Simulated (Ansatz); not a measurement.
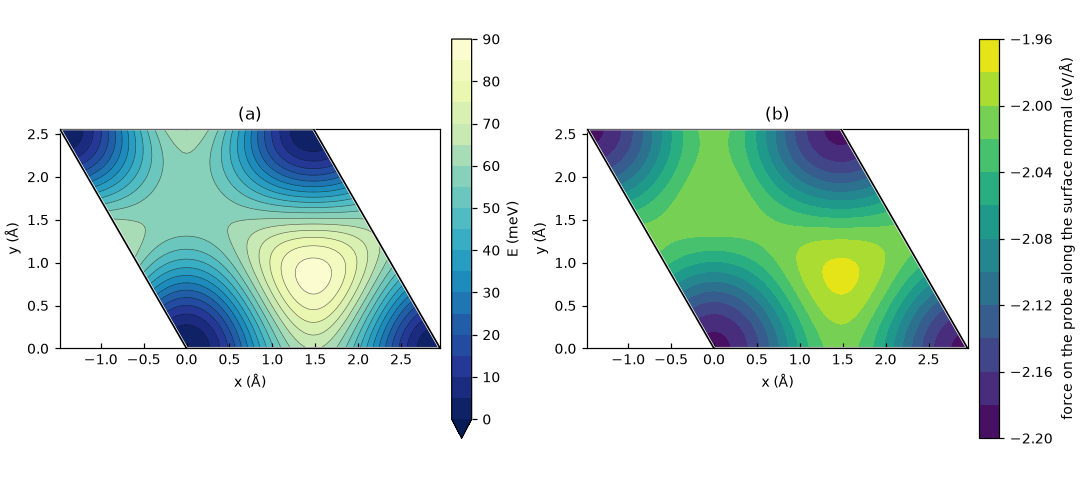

N on a Ta(111) slab cut from the Fm-3m phase, its upper half relaxed before the scan (12 atoms of substrate and one adsorbate in a 2 × 2 cell). N is moved over the surface cell at a fixed height above a rigid substrate; the origin of the map has the adsorbate above Ta9; the height is held at 3.30 Å. Places are given modulo a cell vector. The map is drawn in real space over the plane of the surface. The scan uses a 6 × 6 grid; 10 points were computed and 26 follow by symmetry. Places are given in fractions of the 1 × 1 surface cell. Energies: meV, counted from the lowest grid point. The runs have no spin polarisation, so an open-shell adsorbate far from the surface lies too high. At a fixed height the lowest place need not be the adsorption site. The calculation used DFT PBE+D3(BJ), scalar-relativistic, plane waves, PAW in Ansatz. Settings: cutoff 420 eV, k-mesh 6×6×1, gaussian smearing 0.1 eV, no spin polarisation.

Panel (a) is the energy; panel (b) is the computed force on the probe along the surface normal, in eV/Å.

In the figure: filled contours, the outline of one cell of the plane. Between grid points the surface is interpolated.

Question: How does the force on the probe along the surface normal vary over the map, and what is it at the lowest grid point?

Answer: It runs from −2.19 eV/Å at the top site over a surface Ta atom, (0/6, 0/6) of the cell vectors to −1.97 eV/Å at a threefold hollow over a third-layer Ta atom, (4/6, 2/6) of the cell vectors. At the lowest grid point, the top site over a surface Ta atom, (0/6, 0/6) of the cell vectors, it is −2.19 eV/Å.

PAW datasets: the set soft_1.
